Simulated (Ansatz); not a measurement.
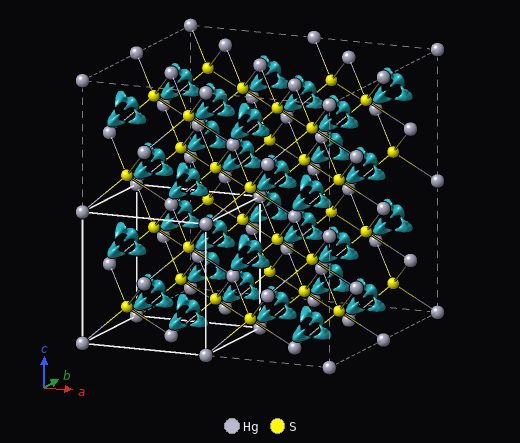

Bond-valence mismatch map for Ag+ in HgS (F-43m, No. 216): the teal surface encloses the points where |V − 1| < 0.2 v.u. (2×2×2 cells, view slightly off an axis). Pale faces close the region where the drawn box cuts it.

At each point the valence sum V of an Ag+ ion is computed from the anions within 5 Å (s = exp((R0 − d)/b), R0 fitted to published crystal structures with b = 0.37 Å; R0: Ag+–S 2.110 Å). Points too close to the other cations are excluded (2.2 Å from Hg). Ag+ is a guest here, not part of the formula. This is an empirical screen for pathways, not an energy calculation.

Origin of the cell: the geometry relaxed with DFT PBEsol, scalar-relativistic, plane waves, PAW (Ansatz 0.2.0).

```cif
data_structure
_symmetry_space_group_name_H-M 'P 1'
_symmetry_Int_Tables_number 1
_cell_length_a 5.8763
_cell_length_b 5.8763
_cell_length_c 5.8763
_cell_angle_alpha 90.000
_cell_angle_beta 90.000
_cell_angle_gamma 90.000
_cell_volume 202.92
loop_
_atom_site_label
_atom_site_type_symbol
_atom_site_fract_x
_atom_site_fract_y
_atom_site_fract_z
_atom_site_occupancy
Hg1 Hg 0.00000 0.00000 0.00000 1
S1 S 0.25000 0.25000 0.25000 1
Hg2 Hg 0.00000 0.50000 0.50000 1
S2 S 0.25000 0.75000 0.75000 1
Hg3 Hg 0.50000 0.00000 0.50000 1
S3 S 0.75000 0.25000 0.75000 1
Hg4 Hg 0.50000 0.50000 0.00000 1
S4 S 0.75000 0.75000 0.25000 1
```

Q: What pathways for Ag+ does the map suggest at this level?

A: No path at this level: the regions are isolated pockets that do not connect across cells.

Q: At which mismatch do paths open?

A: From a mismatch of about 0.40 v.u. the regions form a three-dimensional network. These are grid estimates, good to about 0.1 v.u.
